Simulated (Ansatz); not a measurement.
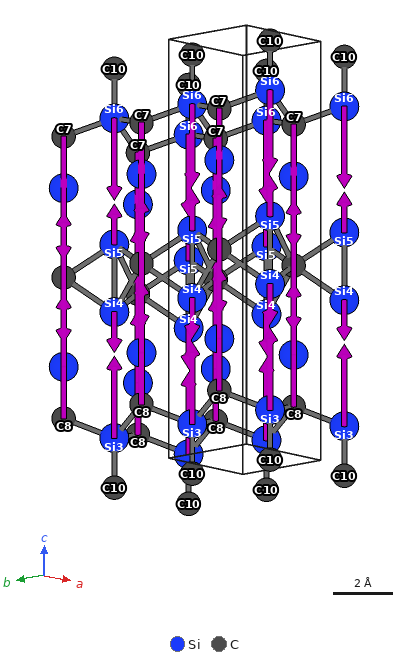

This is a relaxation of crystalline Si$_{3}$C$_{2}$ (a generated structure, set up in P-6m2). The starting structure is drawn; purple arrows show the displacements (the part carried along by the change of the cell is left out), magnified 200 times.

A ball-and-stick model of the cell of the calculation, repeated 2 × 3 × 1 with one cell outlined, seen from a free direction.

All numbers below come from DFT PBE, scalar-relativistic, plane waves, PAW (Ansatz 0.2.0). Set-up: plane-wave cutoff 420 eV; k-point mesh 12 × 12 × 4; occupations gaussian; smearing width 0.1 eV; no spin polarisation; cell and atoms relaxed; force threshold 0.01 eV/Å; at most 80 steps.

What did the optimiser do to the structure, and how much energy did it gain?

Over 3 accepted moves (4 points after the start) the energy falls by 0.9 meV per atom. The largest force component goes from 0.17 to 0.0079 eV/Å. The pressure goes from −0.22 to 0.02 GPa. The SCF was repeated once at an unchanged geometry on a basis and grid sized afresh for the cell, which shifted the energy by 0.1 meV per atom at most. The largest moves relative to the cell, 0.028 Å, are those of Si atoms. By element the largest moves are Si 0.028 Å, C 0.023 Å. The volume changes by −0.6 %, with a = b 3.000 → 2.995 Å (−0.2 %), c 15.223 → 15.182 Å (−0.3 %). Near-neighbour distances that change, for instance: C–Si 1.802 → 1.812 Å, Si–Si 2.464 → 2.472 Å. The space group stays P-6m2 (No. 187). Cost: 97 s on 1 thread of Intel(R) Xeon(R) Processor @ 2.70GHz (shared host), peak memory 0.48 GiB.
